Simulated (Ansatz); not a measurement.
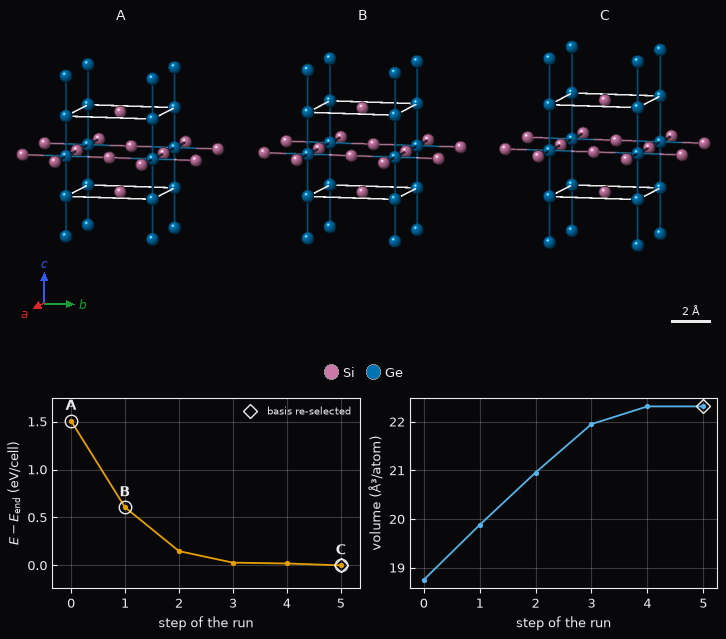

Frames of a relaxation of crystalline Si$_{3}$Ge$_{2}$ (a generated structure, set up in P4/mmm) (coarse preliminary run), marked on the history of the run. The picture is a ball-and-stick view of the cell of the calculation, seen slightly off an axis.

All numbers below come from DFT PBE, scalar-relativistic, plane waves, PAW in Ansatz 0.2.0. (plane-wave cutoff 420 eV; k-point mesh 4 × 4 × 4; occupations gaussian; smearing width 0.1 eV; no spin polarisation; cell and atoms relaxed; force threshold 0.04 eV/Å; at most 70 steps)

> What happens along the run?

Over 4 accepted moves (5 points after the start) the energy falls by 1.507 eV per cell of the calculation. All forces vanish by symmetry, so only the cell relaxes. Pressure: 15.51 GPa at the start and 0.17 GPa at the end. The SCF was repeated once at an unchanged geometry on a basis and grid sized afresh for the cell, which shifted the energy by 19.4 meV per cell of the calculation at most. The atoms keep their places relative to the cell (all moves are under 0.005 Å). Cell: a = b 4.696 → 4.787 Å (+1.9 %), c 4.251 → 4.869 Å (+14.5 %). Volume +19.0 %. Near-neighbour distances that change, for instance: Ge–Ge 2.126 → 2.435 Å, Ge–Si 2.348 → 2.393 Å. The space group stays P4/mmm (No. 123). The run took 19 s on 1 thread of Intel(R) Xeon(R) Platinum 8259CL CPU @ 2.50GHz (Skylake/Cascade Lake), on a shared host, peak memory 0.43 GiB. From step 0 to 1: volume +6.0 %, energy −0.902 eV per cell of the calculation. From step 1 to 5: volume +12.2 %, energy −0.606 eV per cell of the calculation.
